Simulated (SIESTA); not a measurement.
System: Ir (space group P6_3/mmc).

Calculation (SIESTA 5.4.2): DFT in numerical atomic orbitals with pseudopotentials, no spin polarisation; energies at scaled volumes of the given cell, shape and fractions fixed, counted from the fit's minimum, third-order Birch-Murnaghan fit. All runs: no spin polarisation.

- k mesh: 11×11×6
- occupations: Fermi–Dirac
- smearing width: 0.05 eV
- potentials: PseudoDojo 0.4 standard, converted to PSML, two zetas on semicore shells

Predict the energy against volume, with one curve for each functional. The cases: PBEsol; LDA.

The fitted equilibrium volumes, smallest first, are LDA 14.057, PBEsol 14.275 Å³/atom. The fitted bulk moduli, smallest first, are PBEsol 377.5, LDA 393.2 GPa.

PBEsol:
```json
{"volume (Å³/atom)": "13.75", "energy (meV/atom)": "25"}
{"volume (Å³/atom)": "14.04", "energy (meV/atom)": "5"}
{"volume (Å³/atom)": "14.33", "energy (meV/atom)": "0"}
{"volume (Å³/atom)": "14.63", "energy (meV/atom)": "10"}
{"volume (Å³/atom)": "14.92", "energy (meV/atom)": "31"}
{"volume (Å³/atom)": "15.21", "energy (meV/atom)": "64"}
{"volume (Å³/atom)": "15.50", "energy (meV/atom)": "105"}
```

LDA:
```json
{"volume (Å³/atom)": "13.75", "energy (meV/atom)": "9"}
{"volume (Å³/atom)": "14.04", "energy (meV/atom)": "0"}
{"volume (Å³/atom)": "14.33", "energy (meV/atom)": "6"}
{"volume (Å³/atom)": "14.63", "energy (meV/atom)": "26"}
{"volume (Å³/atom)": "14.92", "energy (meV/atom)": "57"}
{"volume (Å³/atom)": "15.21", "energy (meV/atom)": "99"}
{"volume (Å³/atom)": "15.50", "energy (meV/atom)": "150"}
```

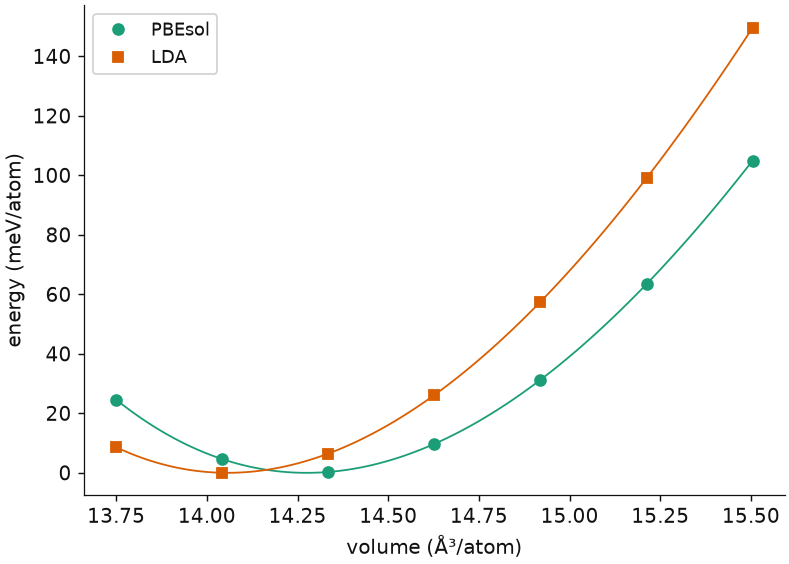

Note: mulliken charges of long orbitals; potentials made for another functional (PBEsol); short basis over semicore shells; valence orbitals made in semicore potential; shape and atomic fractions are frozen while scaling, which makes layered, chain and framework solids too stiff.
